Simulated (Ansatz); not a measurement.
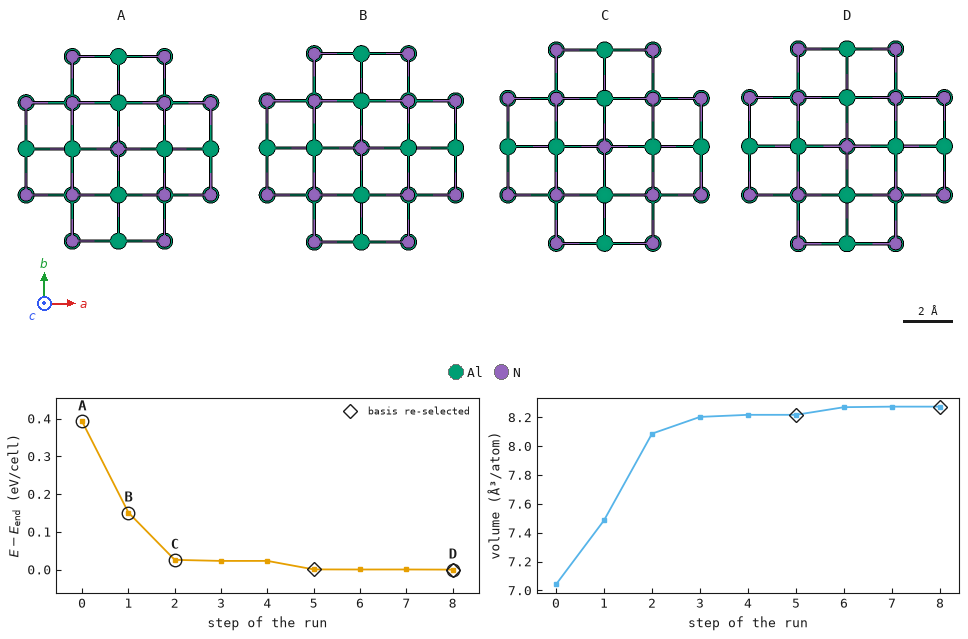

Frames of a relaxation of solid AlN (built on the rocksalt type), marked on the history of the run. Style: ball-and-stick. Shown: the conventional cell (4 times the calculation's cell), along the c axis. Lengths and directions refer to the drawn axes.

Theory: Ansatz 0.2.0, DFT, PBEsol, plane waves, PAW. Set-up: plane-wave cutoff 420 eV; k-point mesh 10 × 10 × 10; occupations fermi dirac; smearing width 0.03 eV; no spin polarisation; cell and atoms relaxed; force threshold 0.01 eV/Å; at most 120 steps.

**Describe the path.**

The atoms keep their places relative to the cell (all moves are under 0.005 Å). The drawn cell changes as follows: a = b = c 3.833 → 4.045 Å (+5.5 %); the volume changes by +17.5 %. Among the contacts that change: Al–N 1.917 → 2.023 Å. The space group stays Fm-3m (No. 225). Over 6 accepted moves (8 points after the start) the energy falls by 0.392 eV per cell of the calculation. All forces vanish by symmetry, so only the cell relaxes. The pressure goes from 58.16 to 0.01 GPa. At 2 points the geometry stayed and the basis and grid were re-selected for the new cell (energy shift of 22.5 meV per cell of the calculation at most each time). The run took 2.1 s on 2 threads of AMD EPYC 7R13 Processor (Zen 3), on a shared host, peak memory 0.42 GiB. From step 0 to 1: volume +6.3 %, energy −0.241 eV per cell of the calculation. From step 1 to 2: volume +8.0 %, energy −0.125 eV per cell of the calculation. From step 2 to 8: volume +2.3 %, energy −25.9 meV per cell of the calculation.

```json
{"step": "0", "E − E(0), meV/atom": "0.00", "pressure, GPa": "58.16", "volume, Å³/atom": "7.041", "note": ""}
{"step": "1", "E − E(0), meV/atom": "-120.68", "pressure, GPa": "31.48", "volume, Å³/atom": "7.486", "note": ""}
{"step": "2", "E − E(0), meV/atom": "-183.26", "pressure, GPa": "4.72", "volume, Å³/atom": "8.087", "note": ""}
{"step": "3", "E − E(0), meV/atom": "-184.68", "pressure, GPa": "0.51", "volume, Å³/atom": "8.203", "note": ""}
{"step": "4", "E − E(0), meV/atom": "-184.65", "pressure, GPa": "0.01", "volume, Å³/atom": "8.218", "note": ""}
{"step": "5", "E − E(0), meV/atom": "-195.91", "pressure, GPa": "1.84", "volume, Å³/atom": "8.218", "note": "same geometry, new basis"}
{"step": "6", "E − E(0), meV/atom": "-196.03", "pressure, GPa": "0.12", "volume, Å³/atom": "8.271", "note": ""}
{"step": "7", "E − E(0), meV/atom": "-196.02", "pressure, GPa": "0.00", "volume, Å³/atom": "8.274", "note": ""}
{"step": "8", "E − E(0), meV/atom": "-196.20", "pressure, GPa": "0.01", "volume, Å³/atom": "8.274", "note": "same geometry, new basis"}
```
